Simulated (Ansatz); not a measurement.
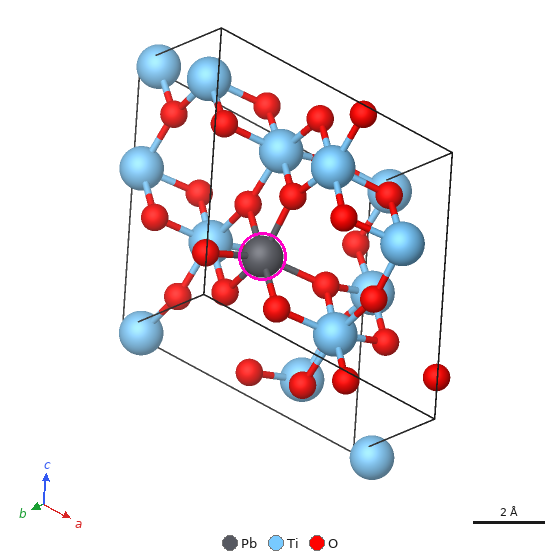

A ball-and-stick picture of a crystal structure, seen from a general direction. The parallelepiped is the supercell. The host is TiO2, in a cell of 30 sites, and the cell is neutral. A ring marks the defect's site.

> Which defect is modelled here, and what are its neighbours?

Lead on a titanium site (a substitutional impurity). It is bonded to six O at about 2.1 Å. Not all metal-metal contacts are counted.

The atoms were relaxed in the host's cell with Ansatz 0.2.0, DFT PBEsol, scalar-relativistic, plane waves, PAW.
